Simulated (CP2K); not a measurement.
# Single-point calculation of KI

- system: KI (Fm-3m, 2 atoms in the cell)
- method: with the settings of its input (CP2K 2026.2)

The structure derives from an entry of the Crystallography Open Database. The geometry comes from this level: r2SCAN. It belongs to a series of runs on one base structure; here: XC_FUNCTIONAL = OLYP.

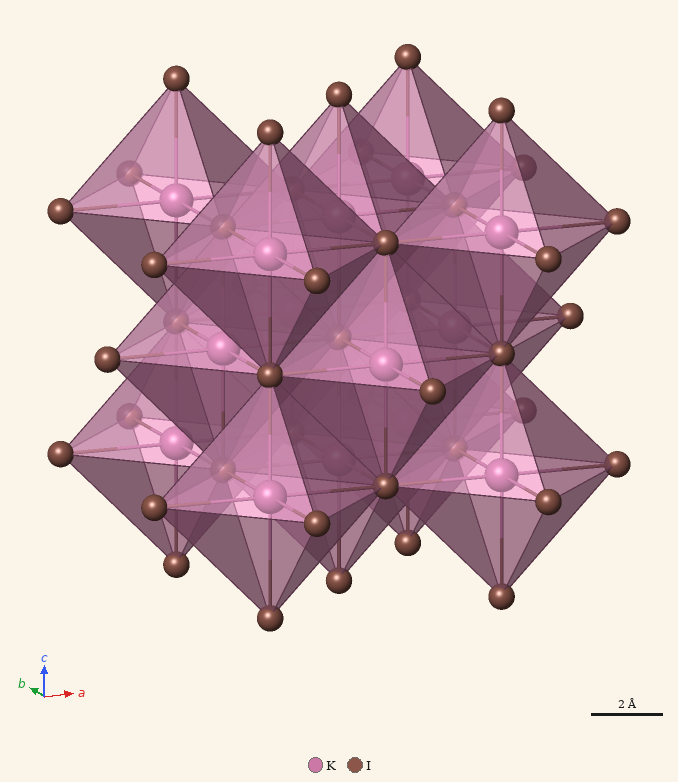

The structure (polyhedral view of the cell 4 times as large as that of the calculation, set on its symmetry axes, seen slightly off an axis; polyhedra are completed across the faces of the cell).

## The input
```
&GLOBAL
 PROJECT run
 RUN_TYPE ENERGY_FORCE
 PRINT_LEVEL LOW
&END GLOBAL
&FORCE_EVAL
 METHOD QS
 STRESS_TENSOR ANALYTICAL
 &DFT
  BASIS_SET_FILE_NAME BASIS_MOLOPT
  POTENTIAL_FILE_NAME GTH_POTENTIALS
  &QS
   EXTRAPOLATION USE_GUESS
  &END QS
  &MGRID
   CUTOFF 500
   REL_CUTOFF 50
  &END MGRID
  &XC
   &XC_FUNCTIONAL OLYP
   &END XC_FUNCTIONAL
  &END XC
  &KPOINTS
   SCHEME MONKHORST-PACK 5 5 5
   SYMMETRY F
   FULL_GRID F
  &END KPOINTS
  &SCF
   ADDED_MOS 8
   EPS_SCF 1e-6
   MAX_SCF 80
   &DIAGONALIZATION
   &END DIAGONALIZATION
   &MIXING
    METHOD BROYDEN_MIXING
    ALPHA 0.3
   &END MIXING
   &SMEAR
    METHOD FERMI_DIRAC
    ELECTRONIC_TEMPERATURE [K] 232
   &END SMEAR
   &PRINT
    &ITERATION_INFO
    &END ITERATION_INFO
   &END PRINT
  &END SCF
  &PRINT
   &BAND_STRUCTURE
    FILE_NAME bands.bs
    ADDED_MOS 6
    &KPOINT_SET
     UNITS B_VECTOR
     SPECIAL_POINT 0.00000000 0.00000000 0.00000000
     NPOINTS 0
    &END KPOINT_SET
    &KPOINT_SET
     UNITS B_VECTOR
     SPECIAL_POINT 0.50000000 0.00000000 0.50000000
     NPOINTS 0
    &END KPOINT_SET
    &KPOINT_SET
     UNITS B_VECTOR
     SPECIAL_POINT 0.62500000 0.25000000 0.62500000
     NPOINTS 0
    &END KPOINT_SET
    &KPOINT_SET
     UNITS B_VECTOR
     SPECIAL_POINT 0.37500000 0.37500000 0.75000000
     NPOINTS 0
    &END KPOINT_SET
    &KPOINT_SET
     UNITS B_VECTOR
     SPECIAL_POINT 0.50000000 0.50000000 0.50000000
     NPOINTS 0
    &END KPOINT_SET
    &KPOINT_SET
     UNITS B_VECTOR
     SPECIAL_POINT 0.50000000 0.25000000 0.75000000
     NPOINTS 0
    &END KPOINT_SET
   &END BAND_STRUCTURE
  &END PRINT
 &END DFT
 &SUBSYS
  &CELL
   A 5.01277350 0.00000000 0.00000000
   B 2.50638675 4.34118920 0.00000000
   C 2.50638675 1.44706307 4.09291243
  &END CELL
  &COORD
   SCALED
   K -0.00000000 0.00000000 -0.00000000
   I 0.50000000 0.50000000 0.50000000
  &END COORD
  &KIND K
   BASIS_SET DZVP-MOLOPT-SR-GTH
   POTENTIAL GTH-PBE
  &END KIND
  &KIND I
   BASIS_SET DZVP-MOLOPT-SR-GTH
   POTENTIAL GTH-PBE
  &END KIND
 &END SUBSYS
 &PRINT
  &STRESS_TENSOR
  &END STRESS_TENSOR
  &FORCES
  &END FORCES
 &END PRINT
&END FORCE_EVAL
```

Machine: 2 threads of Arm Neoverse V1, 24 GiB of memory available, shared host.

Run as:
```bash
cp2k.psmp -i run.inp
```

## The program's output
```
s5e4ld

 CP2K| version string:                                       CP2K version 2026.2
 CP2K|            -lib tblite libvori libbqb
 CP2K| Input file name                                                   run.inp

 GLOBAL| Force Environment number                                              1
 GLOBAL| Cholesky decomposition library                                ScaLAPACK
 GLOBAL| Direct generalized diagonalization requested                          F
 GLOBAL| Matrix multiplication library                                 ScaLAPACK

 GENERATE|  Preliminary Number of Bonds generated:                             0
 GENERATE|  Achieved consistency in connectivity generation.

 *******************************************************************************
 *******************************************************************************
 **                                                                           **
 **     #####                         ##              ##                      **
 **    ##   ##            ##          ##              ##                      **
 **   ##     ##                       ##            ######                    **
 **   ##     ##  ##   ##  ##   #####  ##  ##   ####   ##    #####    #####    **
 **   ##     ##  ##   ##  ##  ##      ## ##   ##      ##   ##   ##  ##   ##   **
 **   ##  ## ##  ##   ##  ##  ##      ####     ###    ##   ######   ######    **
 **    ##  ###   ##   ##  ##  ##      ## ##      ##   ##   ##       ##        **
 **     #######   #####   ##   #####  ##  ##  ####    ##    #####   ##        **
 **           ##                                                    ##        **
 **                                                                           **
 **                                                ... make the atoms dance   **
 **                                                                           **
 **                      J. Chem. Phys. 152, 194103 (2020)                    **
 **                                                                           **
 *******************************************************************************

 TOTAL NUMBERS AND MAXIMUM NUMBERS

  Total number of            - Atomic kinds:                                   2
                             - Atoms:                                          2
                             - Shell sets:                                     2
                             - Shells:                                        11
                             - Primitive Cartesian functions:                 11
                             - Cartesian basis functions:                     29
                             - Spherical basis functions:                     27

  Maximum angular momentum of- Orbital basis functions:                        2
                             - Local part of the GTH pseudopotential:          2
                             - Non-local part of the GTH pseudopotential:      4

 SCF PARAMETERS         Density guess:                                    ATOMIC
                        --------------------------------------------------------
                        max_scf:                                              80
                        max_scf_history:                                       0
                        max_diis:                                              4
                        --------------------------------------------------------
                        eps_scf:                                        1.00E-06
                        eps_scf_history:                                0.00E+00
                        eps_diis:                                       1.00E-01
                        eps_eigval:                                     1.00E-05
                        --------------------------------------------------------
                        level_shift [a.u.]:                             0.000000
                        added MOs                                         8    0
                        --------------------------------------------------------
                        Mixing method:                            BROYDEN_MIXING
                                                charge density mixing in g-space
                        --------------------------------------------------------
                        Smear method:                                FERMI_DIRAC
                        Electronic temperature [K]:                        232.0
                        Electronic temperature [a.u.]:                  7.35E-04
                        Accuracy threshold:                             1.00E-10
                        --------------------------------------------------------
                        No outer SCF

 Extrapolation method: initial_guess

 Number of electrons:                                                         16
 Number of occupied orbitals:                                                  8
 Number of molecular orbitals:                                                16

 Number of orbital functions:                                                 27
 Number of independent orbital functions:                                     27

 SCF WAVEFUNCTION OPTIMIZATION

  ------------------------------------------------------------------------------
     1 NoMix/Diag. 0.30E+00    0.5     0.97184447       -39.8245820447 -3.98E+01
     2 Broy./Diag. 0.30E+00    0.7     0.04162230       -39.4621828230  3.62E-01
     3 Broy./Diag. 0.30E+00    0.7     0.06860233       -39.7333142336 -2.71E-01
     4 Broy./Diag. 0.30E+00    0.7     0.01124465       -39.8527991758 -1.19E-01
     5 Broy./Diag. 0.30E+00    0.7     0.00343318       -39.8539775573 -1.18E-03
     6 Broy./Diag. 0.30E+00    0.7     0.00047698       -39.8508680312  3.11E-03
     7 Broy./Diag. 0.30E+00    0.7     0.00015271       -39.8489954391  1.87E-03
     8 Broy./Diag. 0.30E+00    0.7     0.00004374       -39.8489096237  8.58E-05
     9 Broy./Diag. 0.30E+00    0.7     0.00000904       -39.8489699880 -6.04E-05
    10 Broy./Diag. 0.30E+00    0.7     0.00000316       -39.8489832177 -1.32E-05
    11 Broy./Diag. 0.30E+00    0.7     0.00000023       -39.8489852137 -2.00E-06

  *** SCF run converged in    11 steps ***

  Electronic density on regular grids:        -16.0000000000       -0.0000000000
  Core density on regular grids:               15.9999999979       -0.0000000021
  Total charge density on r-space grids:       -0.0000000021
  Total charge density g-space grids:          -0.0000000021

  Overlap energy of the core charge distribution:               0.00000000000000
  Self energy of the core charge distribution:                -81.80748961442467
  Core Hamiltonian energy:                                     18.66468901373565
  Hartree energy:                                              29.99607473348926
  Exchange-correlation energy:                                 -6.70225934653913
  Electronic entropic energy:                                  -0.00000000000000
  Fermi energy:                                                 0.06997073325250

  Total energy:                                               -39.84898521373889
  Total energy (extrapolated to T->0):                        -39.84898521373889

 KPOINTS| Band Structure Calculation
 KPOINTS| Number of k-point sets                                               6
 KPOINTS| Number of added MOs/bands                                            6
 KPOINTS| Number of k-points in set    1                                       1
 KPOINTS| In units of b-vector [2pi/Bohr]
 KPOINTS| Special point     1 not specifi     0.000000     0.000000     0.000000
 KPOINTS| Time for k-point line                                            0.003
 KPOINTS| Number of k-points in set    2                                       1
 KPOINTS| In units of b-vector [2pi/Bohr]
 KPOINTS| Special point     1 not specifi     0.500000     0.000000     0.500000
 KPOINTS| Time for k-point line                                            0.003
 KPOINTS| Number of k-points in set    3                                       1
 KPOINTS| In units of b-vector [2pi/Bohr]
 KPOINTS| Special point     1 not specifi     0.625000     0.250000     0.625000
 KPOINTS| Time for k-point line                                            0.003
 KPOINTS| Number of k-points in set    4                                       1
 KPOINTS| In units of b-vector [2pi/Bohr]
 KPOINTS| Special point     1 not specifi     0.375000     0.375000     0.750000
 KPOINTS| Time for k-point line                                            0.003
 KPOINTS| Number of k-points in set    5                                       1
 KPOINTS| In units of b-vector [2pi/Bohr]
 KPOINTS| Special point     1 not specifi     0.500000     0.500000     0.500000
 KPOINTS| Time for k-point line                                            0.003
 KPOINTS| Number of k-points in set    6                                       1
 KPOINTS| In units of b-vector [2pi/Bohr]
 KPOINTS| Special point     1 not specifi     0.500000     0.250000     0.750000
 KPOINTS| Time for k-point line                                            0.003

 ENERGY| Total FORCE_EVAL ( QS ) energy [hartree]            -39.848985155779303

 FORCES| Atomic forces [hartree/bohr]
 FORCES|   Atom     x               y               z               |f|
 FORCES|      1  3.72381371E-14  1.87503863E-14  3.04249692E-15   4.18032610E-14
 FORCES|      2  1.21016118E-14  3.27556113E-15  8.58179987E-15   1.51929457E-14
 FORCES| Sum     4.93397489E-14  2.20259475E-14  1.16242968E-14
 FORCES| Total atomic force                                       5.52691366E-14

 STRESS| Analytical stress tensor [bar]
 STRESS|                        x                   y                   z
 STRESS|      x        2.45011897914E+04  -6.25372306962E-01  -4.42205000565E-01
 STRESS|      y       -6.25372306962E-01   2.45019301889E+04  -2.55255944217E-01
 STRESS|      z       -4.42205000565E-01  -2.55255944217E-01   2.45021106410E+04
 STRESS| 1/3 Trace                                             2.45017435404E+04
 STRESS| Determinant                                           1.47092648820E+13

 STRESS| Eigenvectors and eigenvalues of the analytical stress tensor [bar]
 STRESS|                        1                   2                   3
 STRESS| Eigenvalues   2.45006542582E+04   2.45022852151E+04   2.45022911479E+04
 STRESS|      x           0.819539385351     -0.573020816450      0.001529631920
 STRESS|      y           0.467867283942      0.667601905565     -0.579144110134
 STRESS|      z           0.330840445646      0.475347072780      0.815223748380
```

## Results in brief

| quantity | value |
| --- | --- |
| outcome | converged |
| space group (tolerance 0.01 Å) | Fm-3m (225) |
| electrons treated | 16 |
| free energy | −1084.3461 eV |
| band gap | 4.60 eV |
| pressure | 2.45 GPa |
| largest force (length of the vector) | under 0.001 eV/Å |
| wall time | 9.7 s (CPU time 17 s) |
| peak memory | 0.36 GiB |

## Notes

Settings chosen away from the usual ones: XC_FUNCTIONAL = OLYP.
